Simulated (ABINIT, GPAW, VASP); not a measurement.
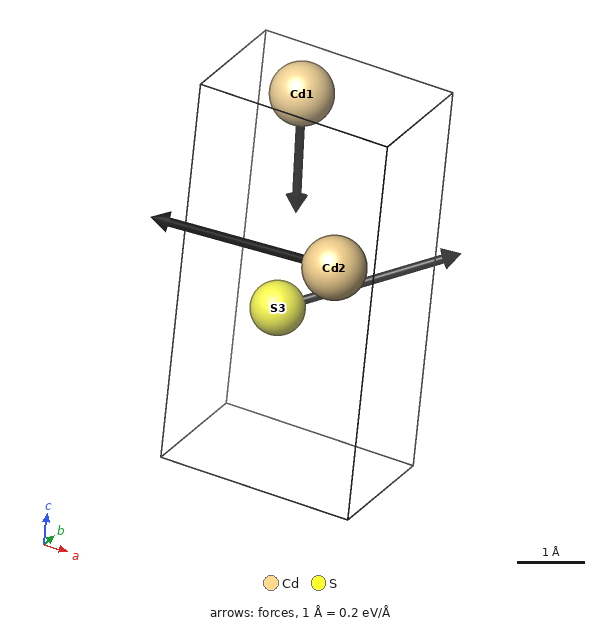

Cd₂S (3 atoms) with its atoms moved off their places at random, by some hundredths of an ångström. The arrows are the forces from ABINIT (JTH PAW PBE v2.0). The parent cell is a structure listed in the Materials Project. It needn't be the stable form of this composition.

```
Cd S
1.0
     3.96267    0.00000    0.00000
    -1.98134    3.43177    0.00000
     0.00000    0.00000    5.80919
Cd S
2 1
Direct
  0.32600 0.65881 0.93410
  0.68459 0.35091 0.57211
  0.31890 0.65703 0.35867
```

The same cell was run in three programs or potential sets. Alike in all runs: functional PBE; k mesh 8 × 8 × 5 on the run's cell of 3 atoms; occupations fermi-dirac, width 0.05 eV; no spin polarisation; no spin-orbit coupling. The table gives the size of the force on each atom, with the net force on the cell removed.

| program | force on Cd1 (eV/Å) | force on Cd2 (eV/Å) | force on S3 (eV/Å) |
| --- | --- | --- | --- |
| ABINIT (JTH PAW PBE v2.0) | 0.276 | 0.481 | 0.500 |
| VASP (PBE potentials, release 64 Cd, S) | ? | ? | ? |
| GPAW (PAW data 1.2.1) | 0.273 | 0.476 | 0.499 |

Question: Estimate the row of VASP (PBE potentials, release 64 Cd, S).

Answer: 0.302 eV/Å on Cd1, 0.499 eV/Å on Cd2 and 0.514 eV/Å on S3. The medians of the other rows are 0.275, 0.479, 0.499 eV/Å.

Question: How well do the programs agree?

Answer: The force on S3, the largest, spans 0.499 to 0.514 eV/Å. Against the median force vectors, the rows deviate by 0.005 eV/Å rms as a rule, and VASP (PBE potentials, release 64 Cd, S) most, by 0.022 eV/Å. With one functional throughout, the spread comes from potentials, basis sets and numerical settings. Deviations count direction as well as size.
